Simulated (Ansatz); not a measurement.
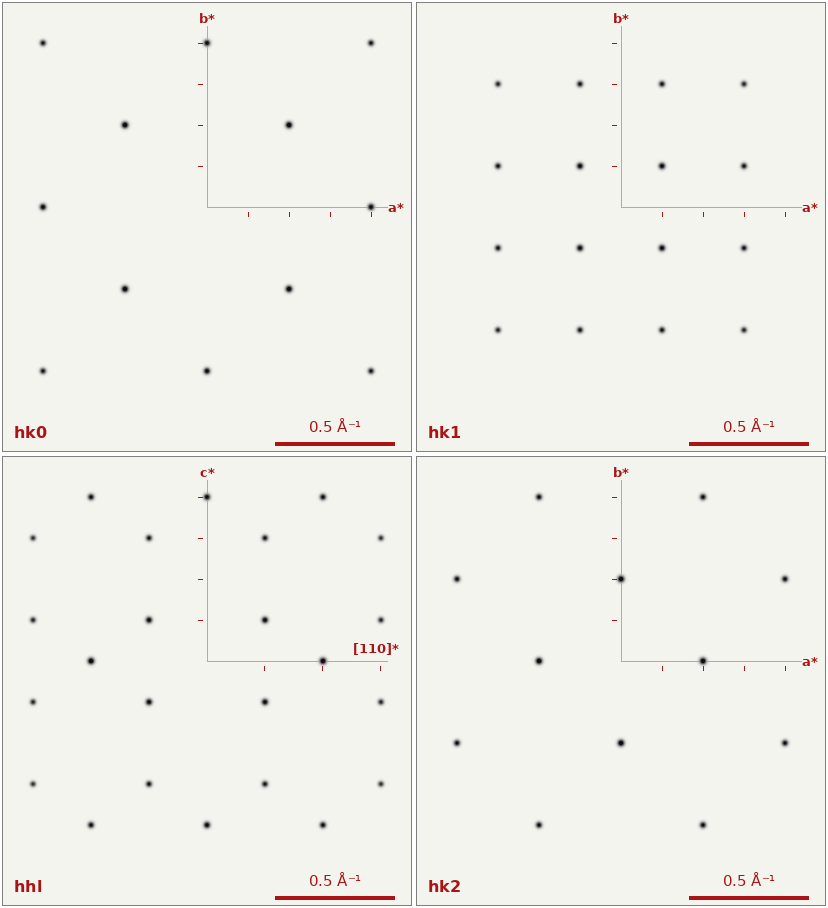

Four undistorted layers of reciprocal space, calculated for a single crystal (X-rays, kinematic |F|², B = 0.5 Å²). Tick marks count the reciprocal lattice steps of the conventional cell along each axis.

**Read the reciprocal cell and give the direct cell.**

a* = 0.173, b* = 0.173, c* = 0.173 Å⁻¹; the cell is cubic with a = 5.79 Å.

**Which reflection conditions do the layers show?**

Reflections are present only under these conditions. hkl: h + k = 2n, h + l = 2n; hk0: h = 2n, h + k = 4n; hhl: h + l = 2n; h00: h = 4n. The lattice is face-centred (F). Further gaps, such as 2 2 2, 4 4 2, come from atoms on special positions, not from the group's general conditions.

**Which space groups fit?**

The intensities have Laue symmetry m-3m (the hk0 layer shows 4mm, hk1 shows 4mm). With these conditions only Fd-3m (No. 227) fits. The compound is Mo. Structure: the end point of a relaxation with DFT, BLYP, plane waves (420 eV) with PAW, scalar-relativistic in Ansatz 0.2.0; the starting structure was generated, so it need not be a known form of this composition.
